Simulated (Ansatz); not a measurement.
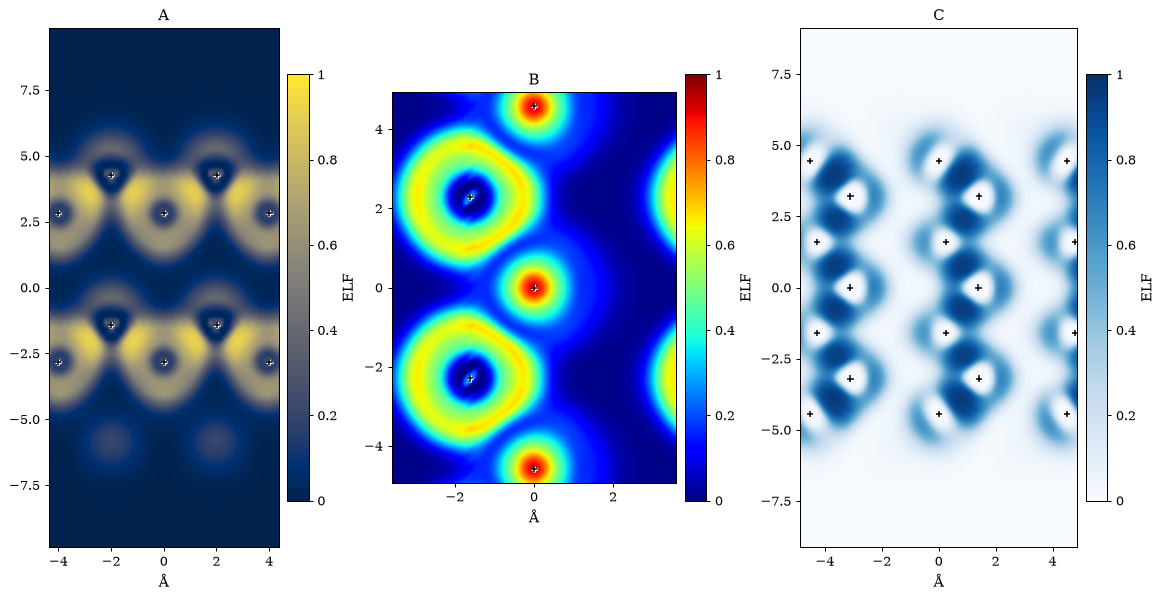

The ELF of 3 systems, each on a plane through atoms (crosses mark nuclei in the plane).

These are results of DFT PBEsol, scalar-relativistic, plane waves, PAW (Ansatz), not measurements.

System 1: Al4As5 (slab), the (010) plane of the calculation cell, a cut from vacuum to vacuum. Computed without spin polarisation.

```xyz
9
Lattice="4.0125 0.0000 0.0000 0.0000 4.0125 0.0000 0.0000 0.0000 26.3492" Properties=species:S:1:pos:R:3 pbc="T T T"
As    0.0000    2.0063    7.5124
Al    2.0063    2.0063    8.9031
As    2.0063    0.0000   10.3486
Al    0.0000    0.0000   11.7475
As    0.0000    2.0063   13.1746
Al    2.0063    2.0063   14.6017
As    2.0063    0.0000   16.0005
Al    0.0000    0.0000   17.4461
As    0.0000    2.0063   18.8368
```

System 2: BP (slab), the (100) plane of the calculation cell, a cut from vacuum to vacuum. 

```
CELL_PARAMETERS angstrom
3.19624 0.00000 0.00000
0.00000 4.52017 0.00000
0.00000 0.00000 24.58873
ATOMIC_POSITIONS crystal
B 0.50000 0.45183 0.31912
P 0.00000 0.24400 0.29943
B 0.00000 0.00944 0.36960
P 0.50000 0.76564 0.36989
B 0.50000 0.50861 0.43535
P 0.00000 0.25940 0.43465
B 0.00000 0.01100 0.50000
P 0.50000 0.76118 0.50000
B 0.50000 0.50861 0.56465
P 0.00000 0.25940 0.56535
B 0.00000 0.00943 0.63040
P 0.50000 0.76564 0.63011
B 0.50000 0.45183 0.68088
P 0.00000 0.24400 0.70057
```

System 3: CdTe, the (110) plane of the conventional cell. Space group F-43m.

```cif
data_structure
_symmetry_space_group_name_H-M 'P 1'
_symmetry_Int_Tables_number 1
_cell_length_a 6.4893
_cell_length_b 6.4893
_cell_length_c 6.4893
_cell_angle_alpha 90.000
_cell_angle_beta 90.000
_cell_angle_gamma 90.000
_cell_volume 273.28
loop_
_atom_site_label
_atom_site_type_symbol
_atom_site_fract_x
_atom_site_fract_y
_atom_site_fract_z
_atom_site_occupancy
Cd1 Cd 0.50000 0.50000 0.00000 1
Cd2 Cd 0.00000 0.50000 0.50000 1
Cd3 Cd 0.00000 0.00000 0.00000 1
Cd4 Cd 0.50000 0.00000 0.50000 1
Te1 Te 0.75000 0.75000 0.25000 1
Te2 Te 0.25000 0.75000 0.75000 1
Te3 Te 0.25000 0.25000 0.25000 1
Te4 Te 0.75000 0.25000 0.75000 1
```

Which map belongs to which system?

Answer. Panel A is system 1, Al4As5: the plane holds As and Al. Al–As (2.45 Å): the ELF peaks at about 0.90 between the atoms. Panel B is system 3, CdTe: the plane holds Cd and Te. Cd–Te (2.81 Å): the ELF is about 0.50 at the midpoint. Panel C is system 2, BP: the plane holds B and P. B–P (1.89 Å): the ELF peaks at about 0.95 between the atoms; localised, covalent bonding.
